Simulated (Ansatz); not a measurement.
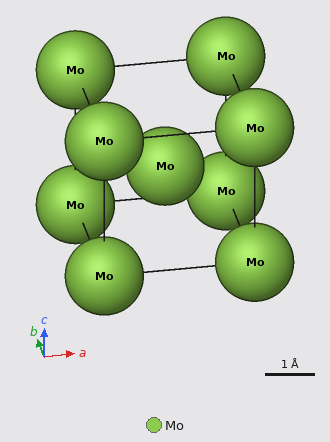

Figure 1. The input geometry (spheres-only view of the cell 2 times as large as that of the calculation, set on its symmetry axes, seen at an oblique angle).

Run report: Mo, single-point calculation

The run: single-point calculation of Mo (Im-3m, 1 atom in the cell). Method and program: DFT PBEsol, scalar-relativistic, plane waves, PAW, no spin polarisation (Ansatz 0.2.0).

The structure derives from an entry of the Crystallography Open Database. It belongs to a series of runs on one base structure; here: bulk in the cell of the (1 0 0) plane.

### What the program printed
```
Engine: ansatz 0.2.0, x86_64-unknown-linux-gnu
Pseudopotentials: kind: paw
Pseudopotential: Mo, paw, valence charge 14, recommended cutoff 420 eV (normal), Mo.paw.azcp
Functional definition: PBEsol
  exchange = pbesol_x
  correlation = pbesol_c
Crystal: 1 atoms, lattice volume = 15.322 Å³
Basis set: ecut = 420 eV, 321 PW (Γ), exchange–correlation on 48×48×40 points (8 copies of the dense FFT grid, shifted against one another)
Bands: 11, of which v1, the nominal top of the filled ones, is band 7 counted from 1 (6 counted from 0)
Symmetry: 48 space group operations
Space group: Im-3m (ITA 229), of the structure as read, at distance tolerance 2.5e-5 Å
k-points: 112 of 2662
Non-local potential: Mo, projectors of the file, l = 0: 3, l = 1: 2, l = 2: 2, l = 3: 1
PAW form: soft (Blöchl's): semilocal exchange-correlation on the pseudo side does not see the compensation charge
PAW frozen core: Mo, regenerated for the run's functional, and the local potential with it (the file was generated under x = pbe(κ = 0.804, μ = 0.2195149727645171), c = pbe(β = 0.06672455060314922))
PAW one-centre angular grid: Mo, 590 points (default); XC on 64 Gauss nodes
Initial density: superposition of atomic densities (neutral atoms: chi_scale 0, normalization atom), corrected by the library's trained network
Initial wavefunctions: pseudopotential atomic-orbital guess
Functional: x = pbesol(κ = 0.804, μ = 0.12345679012345678), c = pbesol(β = 0.046)
SCF iter   1: F=—  HF=-4897.471626 eV  |F-HF|=—  |Δ(HF+E_count)|=         —  Δρ=6.09e-3  dr2=4.06e-3  ethr=1.77e-3  ⟨swp⟩=5.0  Hψ=7165  notcnv=0
preconditioner: auto → none  [metal: Δε(μ)=0.034 eV  Ē_g=8.523 eV  σ=0.100 eV  W_gap=0.19  n_scr=0 (ndim 8)  ℏωp=23.2 eV  f_vac=0.000  D(μ)=0.74/eV (n_scr^D=12)]
SCF iter   2: F=—  HF=-4897.470215 eV  |F-HF|=—  |Δ(HF+E_count)|=   1.41e-3  Δρ=2.16e-3  dr2=1.87e-4  ethr=2.90e-5  ⟨swp⟩=2.3  Hψ=2670  notcnv=0
SCF iter   3: F=—  HF=-4897.470198 eV  |F-HF|=—  |Δ(HF+E_count)|=   1.74e-5  Δρ=9.10e-4  dr2=3.14e-5  ethr=1.34e-6  ⟨swp⟩=1.3  Hψ=1353  notcnv=0
SCF iter   4: F=—  HF=-4897.470200 eV  |F-HF|=—  |Δ(HF+E_count)|=   1.89e-6  Δρ=4.45e-5  dr2=9.59e-8  ethr=2.24e-7  ⟨swp⟩=1.9  Hψ=1852  notcnv=0
iter 5 did not close the SCF: its close was put off for the readings that it lacked (scf_convergence_deferred on its scf_iter line)
SCF iter   5: F=-4897.470200 eV  HF=-4897.470200 eV  |F-HF|=2.78e-10  |Δ(HF+E_count)|=   5.97e-8  Δρ=6.19e-6  dr2=1.59e-9  ethr=6.85e-10  ⟨swp⟩=1.7  Hψ=1427  notcnv=0
SCF iter   6: F=-4897.470200 eV  HF=-4897.470200 eV  |F-HF|=1.00e-11  |Δ(HF+E_count)|=  7.19e-11  Δρ=1.03e-6  dr2=3.26e-11  ethr=1.14e-11  ⟨swp⟩=1.9  Hψ=3944  notcnv=0
SCF 1 converged in 6 iterations: F = -4897.470200 eV  dr2 = 3.26e-11
  greatest PAW one-centre occupation: 0.999 electrons in one spin orbital (limit 2), on the Mo atom at site 0 (counted from 0), in its partial waves of l = 0
SCF converged after 6 iterations
Free energy (F): -4897.470200 eV
Harris-Foulkes:  -4897.470200 eV  (|F-HF|=1.00e-11)
Internal energy: -4897.466497 eV  (E = F + TS)
E sigma→0 (E₀):  -4897.468348 eV
Entropy (-TS):   -0.003703 eV (-3.703 meV/atom)
Fermi energy:    21.404080 eV
--- Per-component energies (eV) ---
  E_band       = -49.680108
  E_kinetic    = 441.633445
  E_local      = -770.582064  (includes V_loc(G=0)·N_el)
  E_nonlocal   = 144.552983
  E_hartree    = 254.396615
  E_xc         = -182.723910
  E_vxc        = -228.895899  (∫ρ·V_xc dr)
  E_paw        = -3143.835546  (= ΣΔE_a)
  E_vpaw       = -145.181947  (= ΣTr[D̂ρ^β])
  E_aug_tail   = 0.000041  (compensation charges beyond the density's cutoff)
  E_ewald      = -1641.117361
  E_core_change = 0.209299  (= ΣΔE_core)
  E_smearing   = -0.003703  (= −TS)
  E_closure    = 0.000000  (closes the sum)
  Σ components = -4897.470200   (vs F -4897.470200, Δ=0.00e0)
--- Forces (eV/Å), atoms counted from 1 ---
  atom   1  Mo     0.00000000     0.00000000     0.00000000
  max |Σ_I F_I| component: 6.42e-33 eV/Å
--- Stress (GPa, compression-positive) ---
        0.115070       0.000000      -0.000000
       -0.000000       0.115070       0.000000
       -0.000000       0.000000       0.115070
  P = ⅓ Tr σ = 0.1151 GPa (1.151 kbar)
--- Band table (eV; the first three rows and the last of 112) ---
  k-point 0: bands = ["-39.7360", "-12.9678", "-12.9678", "-12.9678", "14.1279", "20.0607", "20.0607", "20.0607", "23.1456", "23.1456", "36.1573"]
  k-point 1: bands = ["-39.7246", "-13.0133", "-12.9879", "-12.9879", "14.3160", "20.0482", "20.0482", "20.1433", "22.8909", "23.2344", "36.3831"]
  k-point 2: bands = ["-39.6917", "-13.1393", "-13.0468", "-13.0468", "14.8531", "20.0346", "20.0346", "20.3888", "22.2052", "23.4869", "36.9791"]
  k-point 111: bands = ["-39.4249", "-13.8317", "-13.8317", "-13.5177", "18.2351", "19.0370", "19.0370", "23.9343", "23.9343", "31.2565", "32.6709"]
```

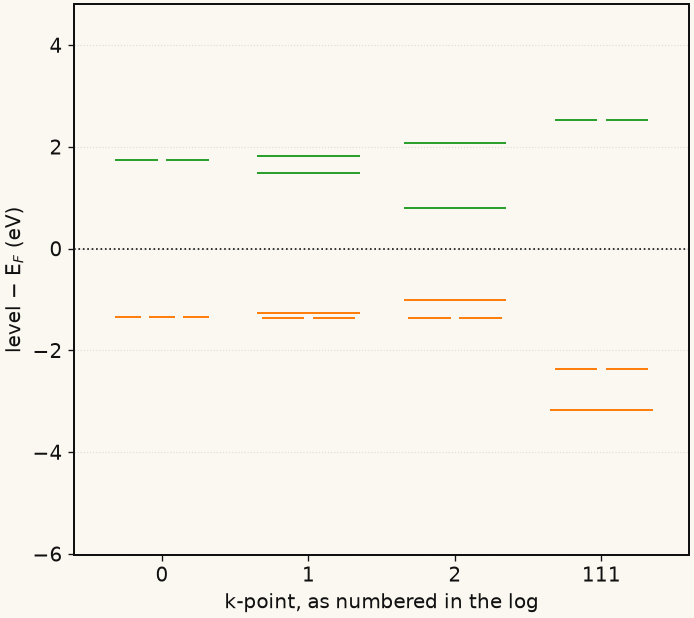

Figure 2. Kohn–Sham levels near the Fermi level (dotted) at the few k-points that the log prints; levels within 0.02 eV of each other stand side by side. The system is metallic on the full mesh.

The run was set up as follows.

### The input
```yaml
crystal:
  lattice:
    - [3.1293068541, 0.0, 0.0]
    - [0.0, 3.1293068541, 0.0]
    - [1.5646534271, -1.5646534271, 1.5646534271]
  atoms:
    - { symbol: Mo, position: [0.0, 0.0, 0.0] }
basis:
  ecutwfc: 420
kpoints:
  mp_grid: { grid: [11, 11, 22] }
hamiltonian:
  xc: pbesol
scf:
  occupations: { method: gaussian, width: 0.1 }
output:
  forces: true
  stress: true
  eigenvalues: true
```

Launch command:
```bash
ansatz run input.yaml --threads 1 --pin off --max-ram 2560MiB --backend cpu --events-out ev --progress --plain --runs-dir out
```

### Key numbers

```json
{"quantity": "outcome", "value": "converged"}
{"quantity": "space group (tolerance 0.01 Å)", "value": "Im-3m (229)"}
{"quantity": "electrons treated", "value": "14"}
{"quantity": "free energy", "value": "−4897.4702 eV"}
{"quantity": "Fermi energy", "value": "21.404 eV"}
{"quantity": "gap on the k-point mesh", "value": "none (metallic)"}
{"quantity": "pressure", "value": "0.12 GPa"}
{"quantity": "largest force (length of the vector)", "value": "under 0.001 eV/Å"}
{"quantity": "hardware", "value": "1 thread of Intel Xeon @ 2.50GHz (Skylake/Cascade Lake), 32 GiB of memory available, shared host"}
{"quantity": "wall time", "value": "1.9 s"}
{"quantity": "peak memory", "value": "0.34 GiB"}
```
